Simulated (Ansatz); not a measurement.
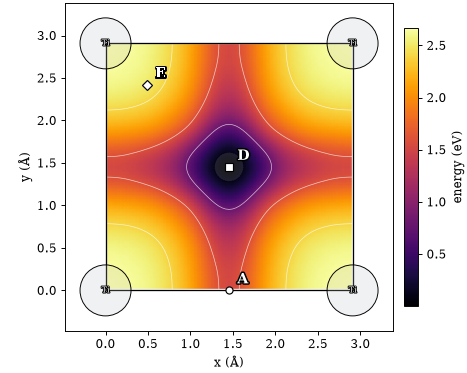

O on a Ti(100) slab cut from the Fm-3m phase, its upper half relaxed before the scan (12 atoms of substrate and one adsorbate in a 2 × 2 cell). 
- O is moved over the surface cell; relaxed at each place: the height of the adsorbate's atoms; substrate rigid; the origin of the map has the adsorbate above Ti9.
- Places are given modulo a cell vector. The map is drawn in real space over the plane of the surface.
- The scan uses a 6 × 6 grid; 10 points were computed and 26 follow by symmetry.
- Places are given in fractions of the 1 × 1 surface cell.
- Energies: eV, counted from the lowest grid point.
- The runs have no spin polarisation; a magnetic state may lie lower.
- Level of theory: DFT PBE, scalar-relativistic, plane waves, PAW in Ansatz. Settings: cutoff 420 eV, k-mesh 5×5×1, gaussian smearing 0.1 eV, no spin polarisation.

The picture shows a smooth colour map with a few white contour lines, labelled circles for the atoms of the top layer and small ones for the second layer, the outline of one cell of the plane, lettered points. Between grid points the surface is interpolated.

> What kind of point is each of A, D: minimum, saddle, maximum or slope?

A: saddle point; D: minimum. (In these two coordinates alone; a stationary point may lie a little off the grid point.)

> Rank the lettered points by energy, lowest first.

D (0.00 eV), A (1.53 eV), E (2.51 eV).

PAW datasets: the set soft_1.
